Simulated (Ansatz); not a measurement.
System: ZrSi$_{7}$O$_{16}$ (cell with a defect).

Input

```
crystal:
  lattice:
    - [4.981749744, 4.981749744, 0.0]
    - [4.981749744, -4.981749744, 0.0]
    - [0.0, 0.0, -7.3354252818]
  atoms:
    - { symbol: Zr, position: [0.5, 0.0, 0.5] }
    - { symbol: Si, position: [0.5, 0.5, 0.0] }
    - { symbol: Si, position: [0.0, 0.5, 0.5] }
    - { symbol: Si, position: [0.0, 0.0, 0.0] }
    - { symbol: Si, position: [0.25, 0.25, 0.25] }
    - { symbol: Si, position: [0.25, 0.75, 0.75] }
    - { symbol: Si, position: [0.75, 0.75, 0.25] }
    - { symbol: Si, position: [0.75, 0.25, 0.75] }
    - { symbol: O, position: [0.1732143199, 0.4232143199, 0.375] }
    - { symbol: O, position: [0.1732143199, 0.9232143199, 0.875] }
    - { symbol: O, position: [0.6732143199, 0.9232143199, 0.375] }
    - { symbol: O, position: [0.6732143199, 0.4232143199, 0.875] }
    - { symbol: O, position: [0.4232143199, 0.3267856801, 0.125] }
    - { symbol: O, position: [0.4232143199, 0.8267856801, 0.625] }
    - { symbol: O, position: [0.9232143199, 0.8267856801, 0.125] }
    - { symbol: O, position: [0.9232143199, 0.3267856801, 0.625] }
    - { symbol: O, position: [0.0767856801, 0.1732143199, 0.125] }
    - { symbol: O, position: [0.0767856801, 0.6732143199, 0.625] }
    - { symbol: O, position: [0.5767856801, 0.6732143199, 0.125] }
    - { symbol: O, position: [0.5767856801, 0.1732143199, 0.625] }
    - { symbol: O, position: [0.3267856801, 0.0767856801, 0.375] }
    - { symbol: O, position: [0.3267856801, 0.5767856801, 0.875] }
    - { symbol: O, position: [0.8267856801, 0.5767856801, 0.375] }
    - { symbol: O, position: [0.8267856801, 0.0767856801, 0.875] }
  host:
    lattice:
      - [-2.490874872, 2.490874872, 3.6677126409]
      - [2.490874872, -2.490874872, 3.6677126409]
      - [2.490874872, 2.490874872, -3.6677126409]
    atoms:
      - { symbol: Si, position: [0.0, 0.0, 0.0] }
      - { symbol: Si, position: [0.75, 0.25, 0.5] }
      - { symbol: O, position: [0.375, 0.2214286398, 0.3464286398] }
      - { symbol: O, position: [0.9714286398, 0.625, 0.8464286398] }
      - { symbol: O, position: [0.7785713602, 0.125, 0.1535713602] }
      - { symbol: O, position: [0.875, 0.0285713602, 0.6535713602] }
basis:
  ecutwfc: 420
  xc_grid: 2
kpoints:
  mp_grid: { grid: [2, 2, 2], shift: [0.5, 0.5, 0.5] }
hamiltonian:
  xc: pbesol
scf:
  occupations: { method: gaussian, width: 0.02 }
output:
  forces: true
  stress: false
  eigenvalues: true
  charged_corrections: { defect_position: [0.5, 0.0, 0.5] }
  write_density: true
  write_potential: true
  elf: true
  volumetric_format: npy
relax:
  adjacent_minimum: "off"
  f_tol: 0.03
  max_steps: 40
```

Command:

```sh
ansatz run input.yaml --threads 8 --pin off --max-ram 16384MiB --backend cpu --events-out ev --progress --plain --runs-dir out
```

The fields are those of the run's last geometry, not of the input's.

The calculation used DFT PBEsol, scalar-relativistic, plane waves, PAW (Ansatz 0.2.0).

Question: Predict the valence pseudo-density and electron localisation function between the atoms.

Answer: Si–O (1.63 Å): ρ is about 1.2 e/Å³ halfway; the ELF peaks at about 0.85 between the atoms: a polar covalent bond.
Zr–O (1.94 Å): the density is about 0.98 e/Å³ at the midpoint; the ELF peaks at about 0.80 in the valence shell of O, 0.6 Å from its nucleus, and drops to about 0.25 between the two atoms (no localised pair shows between them).

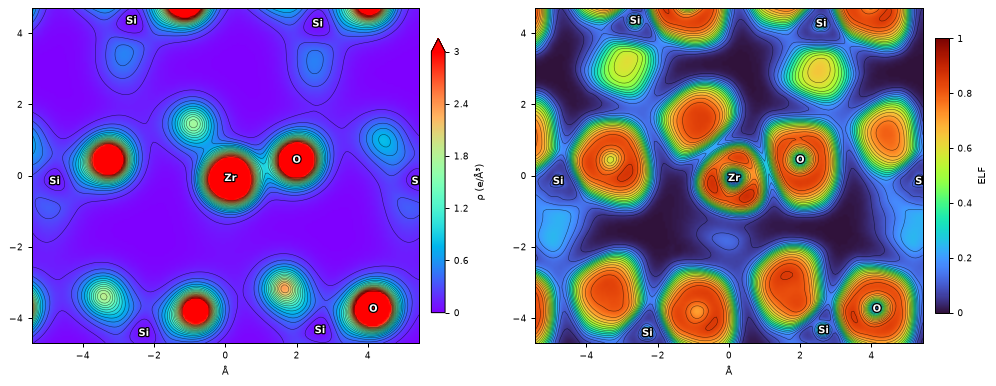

Computed valence pseudo-density and electron localisation function on the (111) plane of the calculation cell, in this order. Atoms just off the plane (O, 0.3 Å away) can leave unmarked features too.
